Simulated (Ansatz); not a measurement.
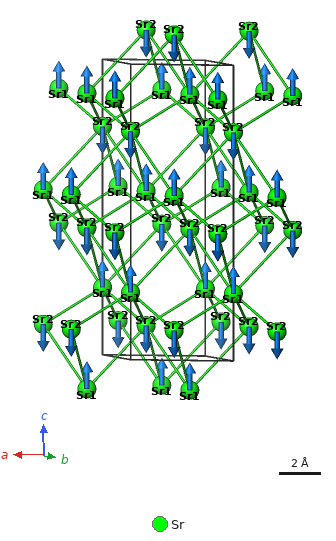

A relaxation of solid Sr (built on the grey arsenic (A7)_166 type) (coarse preliminary run). The starting structure is drawn; blue arrows show the displacements (the part carried along by the change of the cell is left out), magnified 3 times.

A ball-and-stick model of the conventional cell (3 times the calculation's cell), seen from a free direction. Lengths and directions refer to the drawn axes.

Case: grey arsenic (A7) type (R-3m, No. 166).

Method: DFT PBE, scalar-relativistic, plane waves, PAW (Ansatz 0.2.0).

Input
```yaml
crystal:
  lattice:
    - [2.6491948361, 1.5295133517, 4.9126142034]
    - [-2.6491948361, 1.5295133517, 4.9126142034]
    - [0.0, -3.0590267035, 4.9126142034]
  atoms:
    - { symbol: Sr, position: [0.22754, 0.22754, 0.22754] }
    - { symbol: Sr, position: [0.77246, 0.77246, 0.77246] }
basis:
  ecutwfc: 420
kpoints:
  mp_grid: { grid: [6, 6, 6] }
hamiltonian:
  xc: pbe
scf:
  occupations: { method: gaussian, width: 0.1 }
  lower_state_search: "off"
output:
  forces: true
  stress: true
  eigenvalues: true
relax:
  adjacent_minimum: "off"
  f_tol: 0.04
  max_steps: 70
  cell: { stress_tol: 0.4 }
```

Q: What happened in the run?

A: The energy falls by 571 meV per atom in 12 accepted moves (15 points after the start). Largest force component: 1.2 eV/Å at the start, 0.00015 eV/Å at the end. The pressure goes from 0.10 to 0.13 GPa. The line search rejected the trial step at point 11 of the run. The SCF was repeated twice at an unchanged geometry on a basis and grid sized afresh for the cell, which shifted the energy by 9.2 meV per atom at most. The largest moves relative to the cell, 0.46 Å, are those of Sr1 and Sr2. Sr2 goes along −c. The drawn cell changes as follows: a = b 5.298 → 4.274 Å (−19.3 %), c 14.738 → 20.549 Å (+39.4 %); the volume changes by −9.3 %. Some distances before and after: Sr1–Sr1 5.298 → 4.274 Å, Sr1–Sr2 3.546 → 4.221 Å, Sr1–Sr2 (another image) 4.368 → 4.221 Å. Among the angles between lasting bonds that change: Sr2–Sr1–Sr2 96.7° → 60.8°, Sr2–Sr1–Sr2 93.4° → 119.2°, Sr2–Sr1–Sr2 164.8° → 180.0°. The space group stays R-3m (No. 166). The run took roughly 60 core-seconds on a shared host.
